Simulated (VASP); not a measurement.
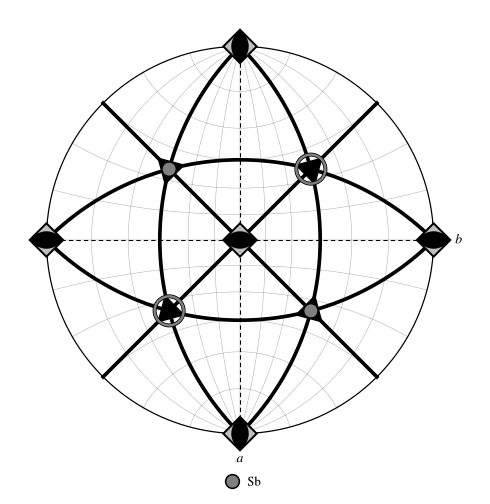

Directions from one gallium atom at (0, 0, 0) to its bonded neighbours, in stereographic projection down c (filled: above the plane of the page or in it, open: below). Crystal: GaSb, the geometry relaxed with VASP Kohn-Sham DFT of a periodic cell, PBE, VASP PAW PBE potentials, minimal in VASP 6.6.1. Symmetry computed with spglib at a tolerance of 0.002 Å; standard conventional cell.

Neighbours are counted up to 3.18 Å for Sb. The symmetry elements of the site are drawn in: heavy lines are mirror planes (a heavy rim: a mirror in the plane of the page); lens, triangle, square and hexagon are 2-, 3-, 4- and 6-fold axes, a lens in an open square is −4, a triangle in an open hexagon −6; thin dashed diameters join the ends of axes that lie in the page; a small open circle marks inversion.

```cif
data_structure
_symmetry_space_group_name_H-M 'P 1'
_symmetry_Int_Tables_number 1
_cell_length_a 6.2236
_cell_length_b 6.2236
_cell_length_c 6.2236
_cell_angle_alpha 90.000
_cell_angle_beta 90.000
_cell_angle_gamma 90.000
_cell_volume 241.06
loop_
_atom_site_label
_atom_site_type_symbol
_atom_site_fract_x
_atom_site_fract_y
_atom_site_fract_z
_atom_site_occupancy
Sb1 Sb 0.25000 0.25000 0.25000 1
Ga1 Ga 0.00000 0.00000 0.00000 1
Sb2 Sb 0.25000 0.75000 0.75000 1
Ga2 Ga 0.00000 0.50000 0.50000 1
Sb3 Sb 0.75000 0.25000 0.75000 1
Ga3 Ga 0.50000 0.00000 0.50000 1
Sb4 Sb 0.75000 0.75000 0.25000 1
Ga4 Ga 0.50000 0.50000 0.00000 1
```

> How many neighbours are there, and at what angles?

4: 4 Sb at 2.69 Å. Angles between bonds: 109° (6×).

> What is the site's symmetry in the crystal?

Point group -43m (Td), order 24: three −4 axes, four threefold axes, six mirror planes. In F-43m (No. 216) this is Wyckoff position 4a.
